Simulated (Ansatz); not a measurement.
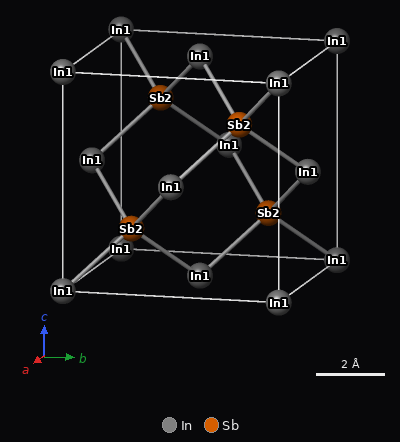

Figure 1. The structure as given in the input (ball-and-stick view of the cell 4 times as large as that of the calculation, set on its symmetry axes, seen slightly off an axis; atoms are numbered from 1 in the order of the input). Near neighbours in the crystal (not all of them lie inside the picture): In has 4 Sb at 2.87 Å; Sb has 4 In at 2.87 Å.

InSb: single-point calculation

The run: single-point calculation of InSb (F-43m, 2 atoms in the cell). Method and program: DFT r2SCAN, scalar-relativistic, plane waves, PAW, no spin polarisation (Ansatz 0.2.0).

The structure derives from an entry of the Crystallography Open Database. Figures and captions count atoms from 1; the log counts them from 0 in places.

## Log
```
scf.n_extra_bands = 4 over 14 filled bands (N_el = 28.0): the run solves 18 bands
Engine: ansatz 0.2.0, x86_64-unknown-linux-gnu
Pseudopotentials: kind: paw
Pseudopotential: In, paw, valence charge 13, recommended cutoff 500 eV (meta_gga), In.paw.azcp
Pseudopotential: Sb, paw, valence charge 15, recommended cutoff 500 eV (meta_gga), Sb.paw.azcp
Functional definition: r2SCAN
  parameter k0 = 0.174
  parameter k1 = 0.065
  parameter a1 = 4.9479
  exchange = r2scan_x(k0 = k0, k1 = k1, a1 = a1)
  correlation = r2scan_c
Crystal: 2 atoms, lattice volume = 73.019 Å³
Basis set: ecut = 500 eV, 1837 PW (Γ), exchange–correlation on 144×144×144 points (64 copies of the dense FFT grid, shifted against one another)
Bands: 18, of which v1, the nominal top of the filled ones, is band 14 counted from 1 (13 counted from 0)
Symmetry: 24 space group operations
Space group: F-43m (ITA 216), of the structure as read, at distance tolerance 4.2e-5 Å
k-points: 72 of 1728 (time reversal used)
Non-local potential: In, projectors of the file, l = 0: 2, l = 1: 2, l = 2: 2, l = 3: 2
Non-local potential: Sb, projectors of the file, l = 0: 2, l = 1: 2, l = 2: 2, l = 3: 2
PAW form: soft (Blöchl's): semilocal exchange-correlation on the pseudo side does not see the compensation charge
PAW frozen core: In, regenerated for the run's functional (the file was generated under x = pbe(κ = 0.804, μ = 0.2195149727645171), c = pbe(β = 0.06672455060314922))
PAW frozen core: Sb, regenerated for the run's functional (the file was generated under x = pbe(κ = 0.804, μ = 0.2195149727645171), c = pbe(β = 0.06672455060314922))
PAW one-centre angular grid: In, 590 points (default); XC on 289 of its mesh's 2783 points in the sphere
PAW one-centre angular grid: Sb, 590 points (default); XC on 160 Gauss nodes
Initial density: superposition of atomic densities (neutral atoms: chi_scale 0, normalization atom), corrected by the library's trained network
Initial wavefunctions: pseudopotential atomic-orbital guess
Functional: x = r2scan, c = r2scan; τ floored in thin density (d = 2e-4 eV/Å³)
SCF iter   1: F=—  HF=-12111.425398 eV  |F-HF|=—  |Δ(HF+E_count)|=         —  Δρ=5.89e-3  dr2=1.49e-2  dr2_τ=5.38e-3  ethr=1.77e-3  ⟨swp⟩=5.8  Hψ=7021  notcnv=0
preconditioner: auto → none  [insulator: Δε(μ)=0.658 eV  Ē_g=14.502 eV  σ=0.100 eV  W_gap=0.80  n_scr=14 (ndim 8)  ℏωp=18.4 eV  f_vac=0.130  D(μ)=0.03/eV (n_scr^D=0)  ε∞_Penn≈2.6]
SCF iter   2: F=—  HF=-12111.429787 eV  |F-HF|=—  |Δ(HF+E_count)|=   4.39e-3  Δρ=1.84e-3  dr2=1.71e-3  dr2_τ=6.57e-5  ethr=5.31e-5  ⟨swp⟩=2.0  Hψ=2801  notcnv=0
SCF iter   3: F=—  HF=-12111.430164 eV  |F-HF|=—  |Δ(HF+E_count)|=   3.78e-4  Δρ=8.20e-4  dr2=2.62e-4  dr2_τ=6.71e-6  ethr=6.12e-6  ⟨swp⟩=2.5  Hψ=1789  notcnv=0
SCF iter   4: F=—  HF=-12111.430212 eV  |F-HF|=—  |Δ(HF+E_count)|=   4.77e-5  Δρ=1.15e-4  dr2=6.16e-6  dr2_τ=1.33e-7  ethr=9.35e-7  ⟨swp⟩=2.1  Hψ=1889  notcnv=0
SCF iter   5: F=—  HF=-12111.430217 eV  |F-HF|=—  |Δ(HF+E_count)|=   4.96e-6  Δρ=2.10e-5  dr2=2.53e-7  dr2_τ=8.57e-9  ethr=2.20e-8  ⟨swp⟩=2.3  Hψ=2204  notcnv=0
SCF iter   6: F=-12111.430217 eV  HF=-12111.430217 eV  |F-HF|=4.99e-9  |Δ(HF+E_count)|=   6.77e-8  Δρ=4.43e-6  dr2=7.83e-9  dr2_τ=4.44e-10  ethr=3.57e-10  ⟨swp⟩=11.0  Hψ=9940  notcnv=0
SCF 1 converged in 6 iterations: F = -12111.430217 eV  dr2 = 7.83e-9
  greatest PAW one-centre occupation: 0.993 electrons in one spin orbital (limit 2), on the Sb atom at site 1 (counted from 0), in its partial waves of l = 2
NSCF: frozen V_eff on 6 k-points
SCF converged after 6 iterations
Free energy (F): -12111.430217 eV
Harris-Foulkes:  -12111.430217 eV  (|F-HF|=4.99e-9)
Internal energy: -12111.430065 eV  (E = F + TS)
E sigma→0 (E₀):  -12111.430141 eV
Entropy (-TS):   -0.000152 eV (-0.076 meV/atom)
Fermi energy:    6.369719 eV
--- Per-component energies (eV) ---
  E_band       = -299.957638
  E_kinetic    = 447.940159
  E_local      = -3291.826760  (includes V_loc(G=0)·N_el)
  E_nonlocal   = 731.246582
  E_hartree    = 1414.071538
  E_xc         = -327.154677
  E_vxc        = -207.991480  (∫ρ·V_xc dr)
  E_paw        = -8787.533842  (= ΣΔE_a)
  E_vpaw       = -821.826352  (= ΣTr[D̂ρ^β])
  E_aug_tail   = 0.000007  (compensation charges beyond the density's cutoff)
  E_vtau       = 14.354199  (kinetic-family band-sum trace: ∫τ·v_τ [+ j·A + Jᵃ·Aᵃ] dr)
  E_ewald      = -2299.644655
  E_core_change = 1.471583  (= ΣΔE_core)
  E_smearing   = -0.000152  (= −TS)
  E_closure    = 0.000000  (closes the sum)
  Σ components = -12111.430217   (vs F -12111.430217, Δ=0.00e0)
--- Forces (eV/Å), atoms counted from 1 ---
  atom   1  In     0.00000000    -0.00000000    -0.00000000
  atom   2  Sb    -0.00000000     0.00000000     0.00000000
  max |Σ_I F_I| component: 7.40e-17 eV/Å
--- Stress (GPa, compression-positive) ---
       -1.429073      -0.000000      -0.000000
       -0.000000      -1.429073       0.000000
        0.000000       0.000000      -1.429073
  P = ⅓ Tr σ = -1.4291 GPa (-14.291 kbar)
--- Band table (eV; the first three rows and the last of 72) ---
  k-point 0: bands = ["-22.8587", "-22.8587", "-22.8587", "-22.8422", "-22.8422", "-8.6864", "-8.6864", "-8.6864", "-8.6116", "-8.6116", "-4.3574", "6.1201", "6.3098", "6.3098", "6.3098", "9.5451", "9.5451", "9.5451"]
  k-point 1: bands = ["-22.8587", "-22.8586", "-22.8586", "-22.8422", "-22.8422", "-8.6890", "-8.6851", "-8.6851", "-8.6117", "-8.6117", "-4.2971", "5.0821", "6.2200", "6.2200", "7.0726", "9.6620", "9.6757", "9.6757"]
  k-point 2: bands = ["-22.8587", "-22.8585", "-22.8585", "-22.8421", "-22.8421", "-8.6959", "-8.6818", "-8.6818", "-8.6118", "-8.6118", "-4.1212", "3.9010", "6.0052", "6.0052", "7.3853", "9.9772", "9.9772", "10.2264"]
  k-point 71: bands = ["-22.8584", "-22.8583", "-22.8568", "-22.8422", "-22.8412", "-8.7421", "-8.6601", "-8.6511", "-8.6188", "-8.6103", "-2.5024", "0.6616", "3.6420", "3.7845", "9.8834", "10.5435", "10.8146", "11.5953"]
```

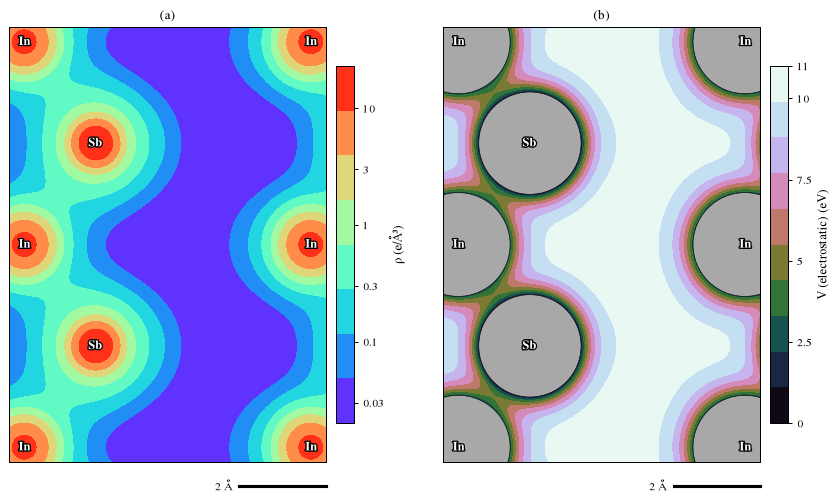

Figure 2. (a) valence pseudo-density; (b) electrostatic potential (local pseudopotential plus Hartree) felt by an electron on the (101) plane of the conventional cell. Grey discs, where drawn, cover atomic cores. The section cuts through In and Sb sites. In–Sb (2.87 Å): the density is about 0.34 e/Å³ at the midpoint. Away from the nuclei the density in this plane falls to 0.008 e/Å³ at its lowest. Outside the cores the potential energy rises away from the atoms and is highest about 2.8 Å from the nearest atoms; outside the discs it spans about 10 eV, and its zero is arbitrary. In a PAW calculation such maps are meaningful between the atoms, not at the nuclei.

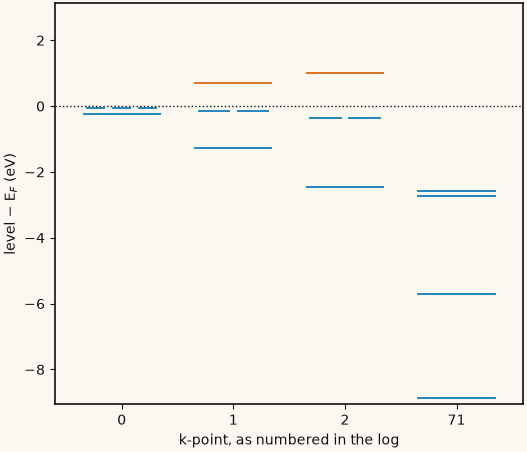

Figure 3. Kohn–Sham levels near the Fermi level (dotted) at the few k-points that the log prints; levels within 0.02 eV of each other stand side by side. The system is metallic on the full mesh.

The run was set up as follows.

## Input file
```yaml
crystal:
  lattice:
    - [0.0, 3.3174249888, 3.3174249888]
    - [3.3174249888, 0.0, 3.3174249888]
    - [3.3174249888, 3.3174249888, 0.0]
  atoms:
    - { symbol: In, position: [0.0, 0.0, 0.0] }
    - { symbol: Sb, position: [0.25, 0.25, 0.25] }
basis:
  ecutwfc: 500
kpoints:
  mp_grid: { grid: [12, 12, 12] }
  band_path:
    path:
      - [0.0, 0.0, 0.0]
      - [-0.5, -0.5, 0.0]
      - [-0.375, -0.375, 0.25]
      - [-0.375, 0.0, 0.375]
      - [0.0, 0.0, 0.5]
      - [-0.5, -0.25, 0.25]
    npoints: 1
hamiltonian:
  xc: r2scan
scf:
  occupations: { method: gaussian, width: 0.1 }
  n_extra_bands: 4
output:
  forces: true
  stress: true
  eigenvalues: true
  write_density: true
  write_potential: true
  elf: true
  volumetric_format: npy
```

Launch command:
```bash
ansatz run input.yaml --threads 1 --pin off --max-ram 2560MiB --backend cpu --events-out ev --progress --plain --runs-dir out
```

## Results in brief

```tsv
quantity	value
outcome	converged
space group (tolerance 0.01 Å)	F-43m (216)
electrons treated	28
free energy	−12111.4302 eV
Fermi energy	6.370 eV
gap on the k-point mesh	none (metallic)
pressure	−1.43 GPa
largest force (length of the vector)	under 0.001 eV/Å
hardware	1 thread of Intel Xeon @ 2.70GHz, 189 GiB of memory available, shared host
wall time	22 s
peak memory	0.63 GiB
```
